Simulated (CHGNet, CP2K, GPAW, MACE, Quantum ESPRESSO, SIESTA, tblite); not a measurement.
**TiSi2(101) slab (72 atoms): one structure in several programs**

Wanted: errors and costs of other methods on TiSi2(101) slab (72 atoms). A plane-wave run serves as the reference.

Program: Quantum ESPRESSO 7.5. Level of theory: Kohn-Sham DFT, PBE, SSSP efficiency 1.3.0 pseudopotentials, plane waves. Results are calculated unless marked as measured.

The database entry behind the starting cell is an old determination (1939), so it need not match the best structure at ambient conditions.

### Step 1. Set-up

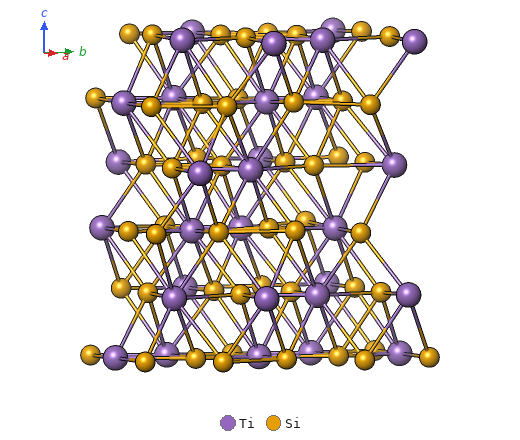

Start, viewed from the side, with the c axis up; titanium purple, silicon orange. Some periodic images of atoms are drawn too.

The cell holds 72 atoms: 24 Ti and 48 Si. Its edges and angles: a = 8.236 Å, b = 9.768 Å, c = 24.411 Å, α = 90.0°, β = 90.0°, γ = 90.0°. It derives from TiSi2 (Fddd (measured, COD)). Fddd (COD entry) TiSi2 (cell 4.773, 8.236, 8.523, 90, 90, 90), (101) slab of 3 repeat layers, 1 x 1 surface cells, 14 Å of vacuum; atoms within 3.5 Å of the bottom held; every coordinate displaced by a Gaussian of 0.03 Å. Then every atom was moved at random, 0.02 Å r.m.s. a Cartesian component. Vacuum lies along c.

### Step 2. Reference: Quantum ESPRESSO, plane waves

pw.in

```
&control
  calculation = 'scf'
  pseudo_dir = './pseudo'
  outdir = './tmp'
  disk_io = 'none'
  tprnfor = .true.
/
&system
  ibrav = 0
  nat = 72
  ntyp = 2
  ecutwfc = 45
  ecutrho = 360
  nosym = .true.
  occupations = 'smearing'
  smearing = 'fd'
  degauss = 0.003675
/
&electrons
  conv_thr = 3.6e-07
  electron_maxstep = 100
  mixing_beta = 0.2
  mixing_mode = 'local-TF'
  diagonalization = 'david'
/
ATOMIC_SPECIES
Ti 47.867 Ti.upf
Si 28.085 Si.upf
CELL_PARAMETERS angstrom
8.23600 0.00000 0.00000
0.00000 9.76847 0.00000
0.00000 0.00000 24.41112
ATOMIC_POSITIONS crystal
Ti 0.24865 0.24789 0.28650
Ti 0.74907 0.13061 0.36988
Ti 0.25239 0.75367 0.28632
Ti 0.74654 0.63451 0.37108
Ti 0.00411 0.88141 0.37388
Ti 0.49248 0.99722 0.28757
Ti 0.00029 0.38360 0.37169
Ti 0.49635 0.50118 0.28641
Si 0.57874 0.25502 0.28656
Si 0.41698 0.13288 0.37247
Si 0.58859 0.75459 0.28686
Si 0.41946 0.63600 0.37080
[... 56 atom lines left out ...]
Si 0.16936 0.02024 0.62933
Si 0.32565 0.91113 0.71510
Si 0.15806 0.52464 0.62520
Si 0.33612 0.41229 0.71357
K_POINTS gamma
```

Started as:

```sh
> OMP_NUM_THREADS=1 mpirun -np 4 pw.x -in pw.in > output.txt
```

Numbers of over 12 decimals in the logs are rounded to 6 here.

Log:

```text
Program PWSCF
     gamma-point specific algorithms are used
     one sub-group per band group will be used
     scalapack distributed-memory algorithm (size of sub-group:  2*  2 procs)
     Parallelization info
     sticks:   dense  smooth     PW     G-vecs:    dense   smooth      PW
     Min        2052    1027    256               382112   135139   16904
     Max        2054    1030    258               382115   135162   16919
     Sum        8211    4117   1027              1528453   540621   67645
     bravais-lattice index     =            0
     lattice parameter (alat)  =      15.5638  a.u.
     unit-cell volume          =   13253.3965 (a.u.)^3
     number of atoms/cell      =           72
     number of atomic types    =            2
     number of electrons       =       480.00
[... lines left out ...]
     scf convergence threshold =      3.6E-07
[... lines left out ...]
     number of k points=     1  Fermi-Dirac smearing, width (Ry)=  0.0037
[... lines left out ...]
     total energy              =   -3412.61314099 Ry
[... lines left out ...]
     total energy              =   -3411.10912577 Ry
[... lines left out ...]
     total energy              =   -3411.76807481 Ry
[... lines left out ...]
     c_bands:  1 eigenvalues not converged
[... lines left out ...]
     total energy              =   -3411.77092126 Ry
[... lines left out ...]
     iteration # 27     ecut=    45.00 Ry     beta= 0.20
[...]
total energy              =   -3411.77092120 Ry
     estimated scf accuracy    <       0.00000091 Ry
     iteration # 28     ecut=    45.00 Ry     beta= 0.20
     negative rho (up, down):  1.997E-02 0.000E+00
     End of self-consistent calculation
          k = 0.0000 0.0000 0.0000 ( 33823 PWs)   bands (ev):
   -52.2809 -52.2691 -52.2562 -52.2427 -52.2397 -52.2299 -52.1888 -52.1735
   -51.8464 -51.7895 -51.7843 -51.7773 -51.7714 -51.7634 -51.7363 -51.7189
   -51.7129 -51.7102 -51.7024 -51.6971 -51.6916 -51.6838 -51.6550 -51.6227
[...]
6.1025   6.2152   6.2713   6.3643   6.3795   6.4476   6.4912   6.5199
     6.6466   6.6829   6.7437   6.7751   6.7961   6.8512   6.8688   6.8876
     the Fermi energy is     4.5452 ev
!    total energy              =   -3411.77092122 Ry
     estimated scf accuracy    <       0.00000015 Ry
     smearing contrib. (-TS)   =      -0.01980027 Ry
     internal energy E=F+TS    =   -3411.75112094 Ry
     The total energy is F=E-TS. E is the sum of the following terms:
     one-electron contribution =  -19889.57363524 Ry
     hartree contribution      =   10025.16131998 Ry
     xc contribution           =    -732.84207509 Ry
     ewald contribution        =    7185.50326940 Ry
     convergence has been achieved in  28 iterations
     negative rho (up, down):  1.997E-02 0.000E+00
     Forces acting on atoms (cartesian axes, Ry/au):
     atom    1 type  1   force =     0.00270021    0.02541017   -0.00924955
     atom    2 type  1   force =    -0.00860907    0.04152151    0.02693341
     atom    3 type  1   force =    -0.00418175   -0.00090272   -0.00281027
[...]
atom   71 type  2   force =     0.02421130    0.00113776    0.03666114
     atom   72 type  2   force =    -0.00681041    0.00026299    0.00391036
     Total force =     0.268247     Total SCF correction =     0.000347
     Message from routine punch:
     Nothing written, as per user request (disk_io='none')
```

Elapsed: 5.7 min, on 4 MPI ranks of Arm Neoverse V2, shared host; peak memory 5.1 GiB; 23 min of CPU time.

Banners, paths, timers and routine set-up lines are dropped from the logs unmarked, and long logs keep their key lines alone; longer cuts are marked.

Numbers from this run:

```
r.m.s. force component : 0.4693 eV/Å
longest force          : 2.126 eV/Å
```

### Step 3. Structure statistics

Normalised to the volume that the atoms fill. Pair distribution functions g(r), in bins of 0.2 Å:

| r (Å) | total | Si-Si | Si-Ti | Ti-Ti |
| --- | --- | --- | --- | --- |
| 2.30 | 0.06 | 0.06 | 0.06 | 0.00 |
| 2.50 | 2.83 | 2.12 | 4.25 | 0.00 |
| 2.70 | 3.60 | 2.75 | 5.35 | 0.00 |
| 2.90 | 0.61 | 0.39 | 0.99 | 0.00 |
| 3.10 | 1.03 | 1.47 | 0.00 | 3.36 |
| 3.30 | 0.97 | 1.53 | 0.00 | 2.65 |
| 3.50 | 0.00 | 0.00 | 0.00 | 0.00 |
| 3.70 | 0.00 | 0.00 | 0.00 | 0.00 |
| 3.90 | 0.00 | 0.00 | 0.00 | 0.00 |
| 4.10 | 0.82 | 0.66 | 1.19 | 0.00 |
| 4.30 | 1.34 | 0.94 | 2.07 | 0.00 |
| 4.50 | 1.02 | 0.91 | 1.24 | 0.53 |
| 4.70 | 1.56 | 2.30 | 0.02 | 4.76 |
| 4.90 | 0.96 | 1.48 | 0.00 | 2.75 |
| 5.10 | 0.01 | 0.01 | 0.00 | 0.06 |
| 5.30 | 0.76 | 0.56 | 1.16 | 0.00 |
| 5.50 | 1.95 | 1.47 | 2.92 | 0.00 |
| 5.70 | 0.62 | 0.47 | 0.92 | 0.00 |
| 5.90 | 0.49 | 0.72 | 0.00 | 1.47 |
| 6.10 | 0.04 | 0.06 | 0.00 | 0.11 |
| 6.30 | 0.59 | 0.43 | 0.89 | 0.00 |
| 6.50 | 1.20 | 1.02 | 1.60 | 0.35 |
| 6.70 | 0.91 | 1.23 | 0.25 | 2.34 |
| 6.90 | 0.23 | 0.36 | 0.00 | 0.65 |
| 7.10 | 0.19 | 0.14 | 0.28 | 0.00 |
| 7.30 | 2.04 | 1.62 | 2.93 | 0.18 |
| 7.50 | 0.83 | 1.03 | 0.38 | 1.79 |
| 7.70 | 0.44 | 0.66 | 0.00 | 1.34 |

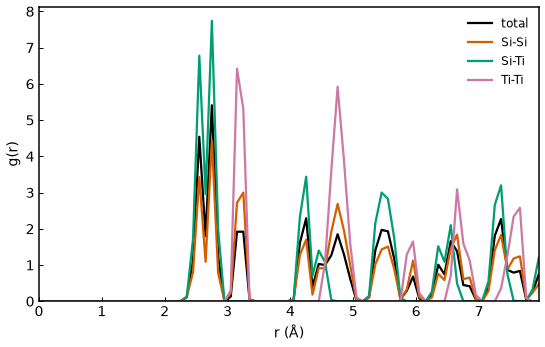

Pair distribution functions.

Bonds by pair of elements; cutoffs follow the first minimum of g(r), held within bounds set by covalent radii, and pairs that aren't listed don't count as bonded (cutoffs were set anew for this text, so counts can differ from the run's own analysis):

| pair A-B | cutoff (Å) | bonds | mean length (Å) | spread (Å) | shortest (Å) | B about A | A about B |
| --- | --- | --- | --- | --- | --- | --- | --- |
| Si-Si | 2.98 | 108 | 2.67 | 0.115 | 2.37 | 4.5 | 4.5 |
| Si-Ti | 3.23 | 216 | 2.66 | 0.116 | 2.39 | 4.5 | 9 |

How many atoms have how many bonded neighbours:

| element | mean | 7 | 10 |
| --- | --- | --- | --- |
| Si | 9 | 16 | 32 |
| Ti | 9 | 8 | 16 |

### Step 4. What was run beside it

The programs:
- CHGNet: machine-learned potential, published weights.
- CP2K 2026.2: Gaussian basis with GTH pseudopotentials and a plane-wave density; labels give functional, basis (MOLOPT sets; SR short-range, UZH the newer set with its own potentials), grid cutoff/relative cutoff and solver (OT: orbital transformation; TRS4, TC2, SIGN: linear-scaling purification with its sparsity filter), or its built-in tight binding.
- GPAW 26.7.0: PAW with atomic orbitals (LCAO), plane waves or a real-space grid of spacing h.
- MACE: machine-learned potential, published weights.
- SIESTA 5.4.2: numerical atomic orbitals, whose automatically made sets are far from complete, with PseudoDojo norm-conserving potentials that we converted to its format (checked against plane waves on the same files for H, C, O, Si, Ge and Ca alone); labels give functional, basis size, energy shift and mesh cutoff.

All use the same cell and atoms; the electronic-structure runs use the same k-mesh, and an electronic temperature of 580 K (0.05 eV) where levels are smeared.

Differences are against the plane-wave reference, forces as r.m.s. over components; share is that over the reference's r.m.s. force, slope the least-squares factor from reference forces to these. Total energies of different programs have different zeros and aren't compared.

| run | Δ force, r.m.s. (meV/Å) | share (%) | slope | cores | CPU time | memory (GiB) |
| --- | --- | --- | --- | --- | --- | --- |
| reference | - | - | - | 4 | 23 min | 5.1 |
| CHGNet r2SCAN potential | 364 | 77.6 | 0.280 | 1 | 3.4 s | 1.1 |
| CP2K PBE, DZVP-MOLOPT-SR, 800/50 Ry, diagonalisation | 24.9 | 5.31 | 0.998 | 4 | 14 min | 10 |
| CP2K PBE, SZV-MOLOPT-SR, 800/50 Ry, diagonalisation (coarse) | 344 | 73.4 | 1.067 | 2 | 9 min | 8.7 |
| GPAW PBE, LCAO dzp, h 0.2 Å, other mixer settings | 44.9 | 9.57 | 1.046 | 1 | 14 min | 1.9 |
| GPAW PBE, LCAO sz(dzp), h 0.2 Å (coarse) | 379 | 80.7 | 1.138 | 1 | 3.2 min | 1.6 |
| MACE MP-0b2 small potential | 216 | 45.9 | 0.746 | 1 | 6.4 s | 0.66 |
| MACE MPA-0 medium potential | 244 | 52.0 | 0.735 | 1 | 7.1 s | 0.94 |
| SIESTA PBE, DZP, shift 0.01 Ry, mesh 200 Ry | 37.6 | 8.02 | 0.995 | 2 | 4.9 min | 1.2 |
| SIESTA PBE, DZP, shift 0.01 Ry, mesh 500 Ry | 37.2 | 7.93 | 0.996 | 2 | 19 min | 3.5 |
| SIESTA PBE, SZ, shift 0.01 Ry, mesh 500 Ry (coarse) | 445 | 94.8 | 1.139 | 1 | 4.4 min | 1.6 |
| SIESTA PBE, TZP, shift 0.01 Ry, mesh 500 Ry | 40.7 | 8.68 | 0.984 | 2 | 25 min | 4.0 |
| SIESTA PBEsol, DZP, shift 0.01 Ry, mesh 500 Ry | 66.3 | 14.1 | 0.964 | 2 | 18 min | 3.4 |

Rows marked coarse were listed beforehand as settings not expected to be converged; some can still land near the reference.

Times of the machine-learned potentials are mostly Python's start and the loading of weights.

CPU time is summed over cores on a shared host, where runs went side by side, so it is rough. Symmetry, cutoffs, thresholds, outputs and thread counts weren't matched or tuned between programs; memory under MPI is the largest rank's times the ranks.

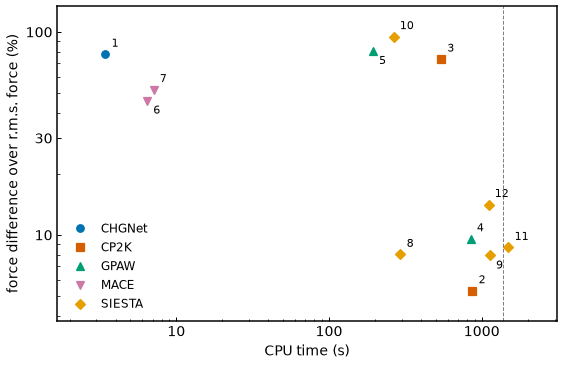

Force difference against CPU time; the dashed line marks the reference's time. Points: 1 CHGNet r2SCAN potential; 2 CP2K PBE, DZVP-MOLOPT-SR, 800/50 Ry, diagonalisation; 3 CP2K PBE, SZV-MOLOPT-SR, 800/50 Ry, diagonalisation; 4 GPAW PBE, LCAO dzp, h 0.2 Å, other mixer settings; 5 GPAW PBE, LCAO sz(dzp), h 0.2 Å; 6 MACE MP-0b2 small potential; 7 MACE MPA-0 medium potential; 8 SIESTA PBE, DZP, shift 0.01 Ry, mesh 200 Ry; 9 SIESTA PBE, DZP, shift 0.01 Ry, mesh 500 Ry; 10 SIESTA PBE, SZ, shift 0.01 Ry, mesh 500 Ry; 11 SIESTA PBE, TZP, shift 0.01 Ry, mesh 500 Ry; 12 SIESTA PBEsol, DZP, shift 0.01 Ry, mesh 500 Ry.

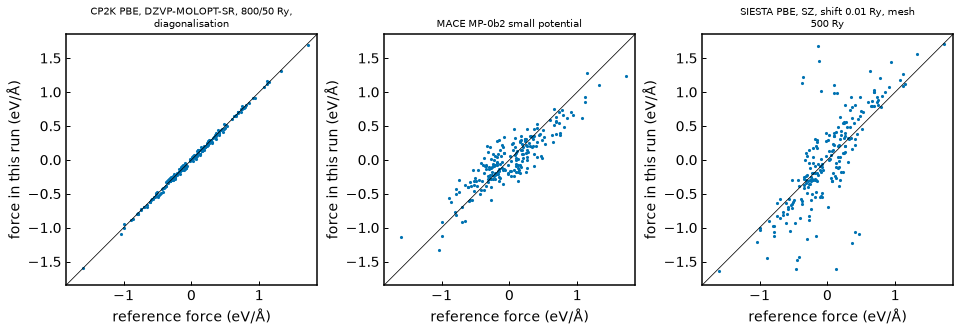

Force components against those of the reference; the line marks equality.

Runs without a result: tblite GFN1-xTB (not converged); GPAW PBE, LCAO dzp, h 0.2 Å (cut off at its time limit of 9.8 min).

Mean charges by element (e), by run and scheme:

| run | scheme | Ti | Si |
| --- | --- | --- | --- |
| CP2K PBE, DZVP-MOLOPT-SR, 800/50 Ry, diagonalisation | Mulliken | +0.03 | -0.01 |
| CP2K PBE, DZVP-MOLOPT-SR, 800/50 Ry, diagonalisation | Hirshfeld | +0.02 | -0.01 |
| SIESTA PBE, DZP, shift 0.01 Ry, mesh 200 Ry | Hirshfeld | +0.06 | -0.03 |
| SIESTA PBE, DZP, shift 0.01 Ry, mesh 500 Ry | Hirshfeld | +0.06 | -0.03 |
| SIESTA PBE, TZP, shift 0.01 Ry, mesh 500 Ry | Hirshfeld | +0.06 | -0.03 |
| SIESTA PBEsol, DZP, shift 0.01 Ry, mesh 500 Ry | Hirshfeld | +0.06 | -0.03 |

Within one program, basis, potentials and functional, energies share a zero. Each run against its twin at the usual cutoff or grid and solver:

| run | twin | Δ energy (meV/atom) | Δ force, r.m.s. (meV/Å) | CPU time over the twin's |
| --- | --- | --- | --- | --- |
| SIESTA PBE, DZP, shift 0.01 Ry, mesh 200 Ry | DZP, shift 0.01 Ry, mesh 500 Ry | -0.168 | 3.84 | 0.26 |

A second geometry, displaced anew (every atom was moved at random, 0.06 Å r.m.s. a Cartesian component), gives an energy difference that all programs can be tested on. The reference puts it at 33.88 meV/atom.

| run | energy less the first geometry's (meV/atom) | error (meV/atom) | force share at the second geometry (%) |
| --- | --- | --- | --- |
| MACE MPA-0 medium potential | 27.49 | -6.40 | 35.2 |
| CP2K PBE, DZVP-MOLOPT-SR, 800/50 Ry, diagonalisation | 33.82 | -0.0693 | 3.17 |
| MACE MP-0b2 small potential | 28.80 | -5.08 | 32.6 |
| SIESTA PBE, DZP, shift 0.01 Ry, mesh 500 Ry | 34.77 | 0.880 | 5.56 |
| CHGNet r2SCAN potential | 11.82 | -22.1 | 67.2 |
| CP2K PBE, SZV-MOLOPT-SR, 800/50 Ry, diagonalisation | 38.98 | 5.10 | 48.1 |
| SIESTA PBEsol, DZP, shift 0.01 Ry, mesh 500 Ry | 34.53 | 0.646 | 9.24 |
| SIESTA PBE, TZP, shift 0.01 Ry, mesh 500 Ry | 34.48 | 0.6 | 6.02 |
| GPAW PBE, LCAO sz(dzp), h 0.2 Å | 41.54 | 7.66 | 53.6 |
| GPAW PBE, LCAO dzp, h 0.2 Å, other mixer settings | 35.44 | 1.56 | 7.03 |
| SIESTA PBE, DZP, shift 0.01 Ry, mesh 200 Ry | 34.77 | 0.883 | 5.60 |

### Step 5. What came out

```json
{
 "reference r.m.s. force component": "0.469 eV/Å",
 "nearest in forces": "CP2K PBE, DZVP-MOLOPT-SR, 800/50 Ry, diagonalisation, 5.3 %",
 "farthest in forces": "SIESTA PBE, SZ, shift 0.01 Ry, mesh 500 Ry (coarse), 95 %",
 "cheapest electronic-structure run beside the reference": "GPAW PBE, LCAO sz(dzp), h 0.2 Å, 3.2 min of CPU time"
}
```

The PBE runs in local orbitals, coarse settings apart, differ by 5.3 % (CP2K PBE, DZVP-MOLOPT-SR, 800/50 Ry, diagonalisation) to 9.6 % (GPAW PBE, LCAO dzp, h 0.2 Å, other mixer settings); basis, grid and potentials can all enter. Machine-learned potentials differ by 46 % (MACE MP-0b2 small potential) to 78 % (CHGNet r2SCAN potential); they were trained on other programs' data, some at another functional. Among those trained on PBE data the slope goes as low as 0.73, with a correlation of 0.85, so directions differ as well as sizes. Rows with another functional or a dispersion term differ by 14 % (SIESTA PBEsol, DZP, shift 0.01 Ry, mesh 500 Ry), which mixes the change of model with differences of basis and potentials. Runs with settings chosen to be coarse differ by 73 % (CP2K PBE, SZV-MOLOPT-SR, 800/50 Ry, diagonalisation) to 95 % (SIESTA PBE, SZ, shift 0.01 Ry, mesh 500 Ry), their programs' other errors included. Of the electronic-structure runs that take under half the reference's CPU time, SIESTA PBE, DZP, shift 0.01 Ry, mesh 200 Ry comes nearest, at 8.0 % in 4.9 min against 23 min. Charges hang on scheme and program or settings: among these rows the mean for Ti runs from +0.02 to +0.06 e. The energy difference between the two geometries, 33.9 meV/atom in the reference, is met best by CP2K PBE, DZVP-MOLOPT-SR, 800/50 Ry, diagonalisation (-0.0693) and worst by CHGNet r2SCAN potential (-22.1). In the reference: levels near the Fermi energy are neither full nor empty under the smearing, so no gap is quoted. In the reference: By these cutoffs 67 % of Si atoms have 10 and 67 % of Ti atoms have 10 bonded neighbours. Machine-learned potentials mimic data converged in k, so the reference's own k-point error enters their differences. The electronic-structure runs sample only Γ, in a cell whose shortest periodic width is 8 Å, which is coarse for a cell with partly filled levels.

[Also dropped from logs without a mark: logging warnings of Python, and SIESTA's first energy breakdown and zero terms.]

[Logs are printed without paths, hosts, clocks, repeated set-up lines and the standing remarks that a program may print on its own settings, such as how far it seeks lower states.]

[Hosts, paths, dates, database ids (printed as entryN), source tags and the programs' standing remarks are cut or masked in the printed files.]
